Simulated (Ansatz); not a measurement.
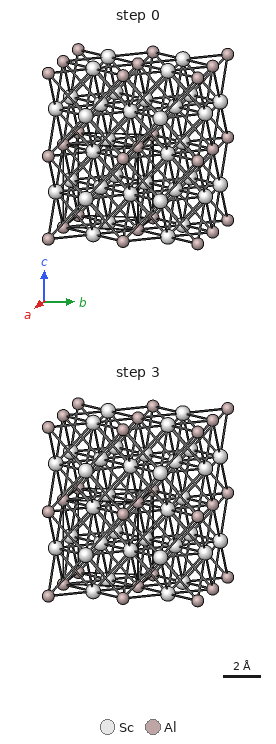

The structure of solid Sc₃Al (set up in P4/mmm) before (top) and after (bottom) a relaxation, at one scale.

Style: ball-and-stick. Shown: the cell of the calculation, repeated 2 × 2 × 2 with one cell outlined, slightly off an axis.

Case: biaxial strain in the a-b plane of -6.0 %; c and atoms relaxed.

Theory: Ansatz, DFT r2SCAN, scalar-relativistic, plane waves, PAW.

Input file:
```yaml
crystal:
  lattice:
    - [4.1612900822, 0.0, 0.0]
    - [0.0, 4.1612900822, 0.0]
    - [0.0, 0.0, 4.5862728991]
  atoms:
    - { symbol: Sc, position: [0.5, 0.0, 0.5] }
    - { symbol: Sc, position: [0.0, 0.5, 0.5] }
    - { symbol: Sc, position: [0.5, 0.5, 0.0] }
    - { symbol: Al, position: [0.0, 0.0, 0.0] }
basis:
  ecutwfc: 500
kpoints:
  mp_grid: { grid: [12, 12, 12] }
hamiltonian:
  xc: r2scan
scf:
  occupations: { method: gaussian, width: 0.1 }
output:
  forces: true
  stress: true
  eigenvalues: true
  write_density: true
  write_potential: true
  elf: true
  volumetric_format: npy
relax:
  adjacent_minimum: "off"
  f_tol: 0.008
  max_steps: 40
  cell: { stress_tol: 0.015, fix: [a, b, gamma] }
```

Command:
```bash
ansatz run input.yaml --threads 1 --pin off --max-ram 2560MiB --backend cpu --events-out ev --progress --plain --runs-dir out
```

### Summarise the run.

The energy falls by 9.3 meV per cell of the calculation in 2 accepted moves (3 points after the start). All forces vanish by symmetry, so only the cell relaxes. The pressure goes from 7.00 to 5.58 GPa. The SCF was repeated once at an unchanged geometry on a basis and grid sized afresh for the cell, which shifted the energy by 0.8 meV per cell of the calculation at most. No atom moves by more than 0.005 Å relative to the cell. Cell: a = b unchanged at 4.161 Å, c 4.586 → 4.666 Å (+1.7 %). Volume +1.7 %. Some distances before and after: Sc1–Al4 3.096 → 3.126 Å, Sc1–Sc3 3.096 → 3.126 Å. The space group stays P4/mmm (No. 123).
